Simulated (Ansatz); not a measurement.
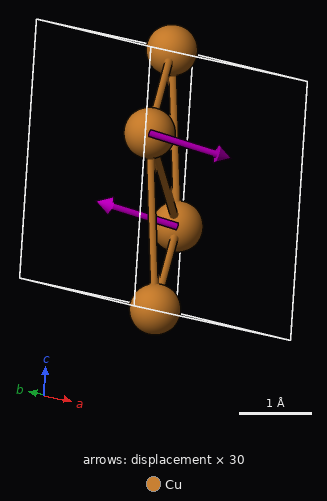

A relaxation of solid Cu (a generated structure, set up in P-1) (coarse preliminary run). The starting structure is drawn; purple arrows show the displacements (the part carried along by the change of the cell is left out), 30 times their true length.

The picture is a ball-and-stick view of the cell of the calculation, seen from a free direction.

Theory: Ansatz 0.2.0, DFT PBE, scalar-relativistic, plane waves, PAW. Settings: plane-wave cutoff 420 eV; k-point mesh 6 × 6 × 6; occupations gaussian; smearing width 0.1 eV; no spin polarisation; cell and atoms relaxed; force threshold 0.04 eV/Å; at most 70 steps.

> What did the optimiser do to the structure, and how much energy did it gain?

After 10 accepted moves (15 points after the start) the energy has fallen by 0.172 eV per cell of the calculation. Largest force component: 0.095 eV/Å at the start, 0.00035 eV/Å at the end. Pressure: 2.80 GPa at the start and −0.03 GPa at the end. The line search rejected the trial steps at points 5, 11, 13 of the run. At 2 points the geometry stayed and the basis and grid were re-selected for the new cell (energy shift of 17.1 meV per cell of the calculation at most each time). The largest moves relative to the cell, 0.042 Å, are those of Cu atoms. The volume changes by +1.6 %, with a 2.509 → 2.619 Å (+4.4 %), b 3.935 → 3.555 Å (−9.7 %), c 4.043 → 4.449 Å (+10.1 %), α 62.8° → 66.5°, β 86.2° → 72.9°, γ 88.7° → 90.0°. Near-neighbour distances that change, for instance: Cu–Cu 2.901 → 2.557 Å, Cu–Cu 2.836 → 2.556 Å, Cu–Cu 2.813 → 2.557 Å, Cu–Cu 2.715 → 2.557 Å. The space group (tolerance 0.01 Å) goes from P-1 (No. 2) to Immm (No. 71).

Limits of the set-up: the k-point mesh is coarse for a cell with partly filled bands.
